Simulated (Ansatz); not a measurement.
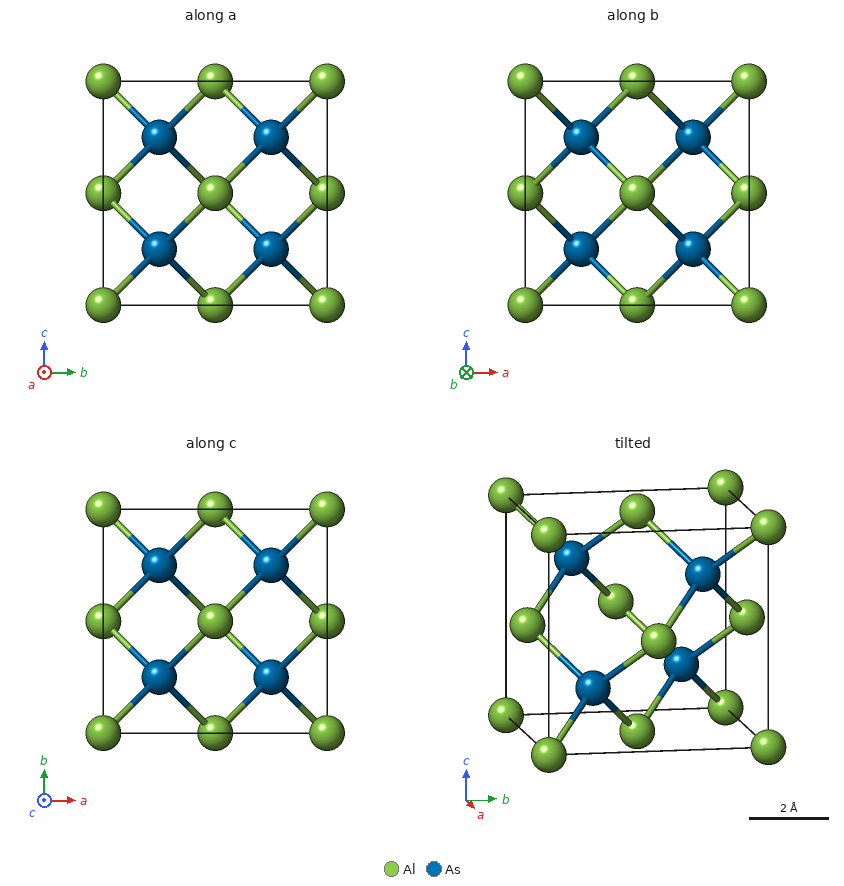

An orthographic ball-and-stick view of the structure, along the a axis, along the b axis, along the c axis and slightly off an axis. The frame is the conventional unit cell; atoms at its boundary are shown with their periodic copies.

Lattice parameters: a = 5.6825 Å, b = 5.6825 Å, c = 5.6825 Å, α = 90.000°, β = 90.000°, γ = 90.000°.

Transcribe the picture into a CIF with its space group and independent sites.

```cif
data_structure
_symmetry_space_group_name_H-M 'F -4 3 m'
_symmetry_Int_Tables_number 216
_cell_length_a 5.6825
_cell_length_b 5.6825
_cell_length_c 5.6825
_cell_angle_alpha 90.000
_cell_angle_beta 90.000
_cell_angle_gamma 90.000
_cell_volume 183.49
loop_
_atom_site_label
_atom_site_type_symbol
_atom_site_symmetry_multiplicity
_atom_site_Wyckoff_symbol
_atom_site_fract_x
_atom_site_fract_y
_atom_site_fract_z
_atom_site_occupancy
Al1 Al 4 a 0.0000 0.0000 0.0000 1
As1 As 4 d 0.2500 0.2500 0.7500 1
```

Provenance: a structure type filled with these elements by a generator (whether the compound takes this form wasn't checked). The geometry was optimised with DFT, HSE06, plane waves, PAW (Ansatz 0.2.0).
